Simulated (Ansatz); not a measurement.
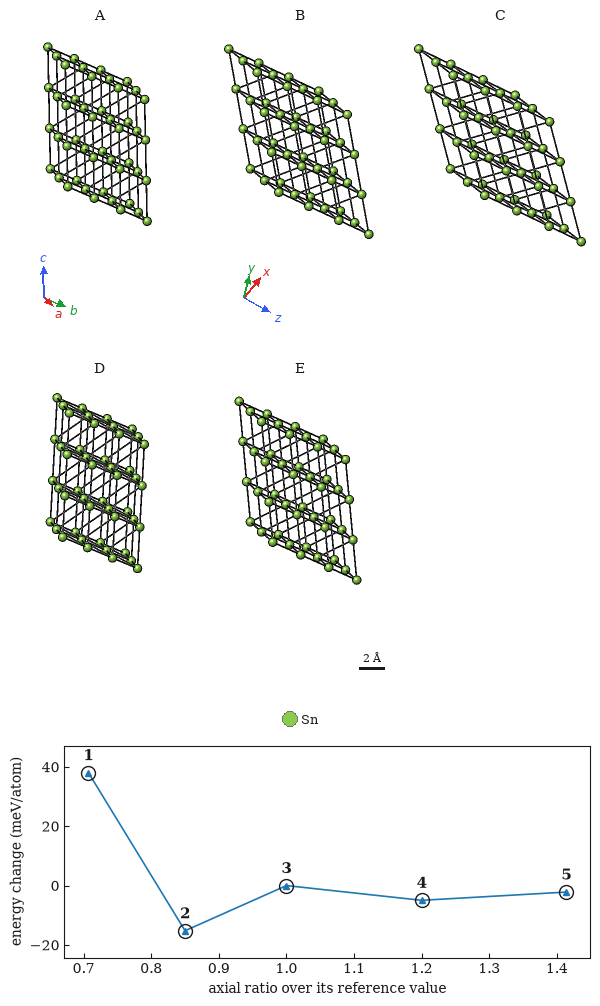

A scan of solid Sn (Im-3m): the ratio of the cell's length along z to its lengths across, counted as 1 for the reference, is changed at fixed volume (a tetragonal or Bain path), with the atoms kept at their fractional coordinates. x, y and z are the Cartesian axes of the input. The frames are shuffled; the numbered points of the plot belong to them. A ball-and-stick model of the cell of the calculation, repeated 2 × 3 × 3 with one cell outlined, seen slightly off an axis.

Theory: DFT r2SCAN, scalar-relativistic, plane waves, PAW in Ansatz. Settings: plane-wave cutoff 500 eV; k-point mesh 24 × 24 × 24; occupations gaussian; smearing width 0.15 eV; no spin polarisation. Energies (free energies at the smearing named) are counted from the relaxed crystal.

Which frame belongs to which numbered point?

Answer. Point 1 is frame D (the relative ratio 0.707, 38.1 meV/atom); 2 is frame A (the relative ratio 0.85, −15.2 meV/atom); 3 is frame E (the relative ratio 1.00, 0.0 meV/atom); 4 is frame B (the relative ratio 1.20, −5.0 meV/atom); 5 is frame C (the relative ratio 1.414, −2.2 meV/atom). The lowest computed point lies at the relative ratio 0.85 (−15.2 meV/atom). Further local minima among the points: 1.20 (−5.0 meV/atom). A local maximum lies at 1.00 (0.0 meV/atom). The end points stand at 38.1 meV/atom (0.707) and −2.2 meV/atom (1.414). The distortion takes the space group from Im-3m to I4/mmm. At the relative ratio 1.414 the cell of the drawing goes a 3.276 → 3.370 Å, b 3.276 → 3.370 Å, c 3.276 → 3.370 Å, α 109.5° → 120.0°, β 109.5° → 120.0°, γ 109.5° → 90.0°.
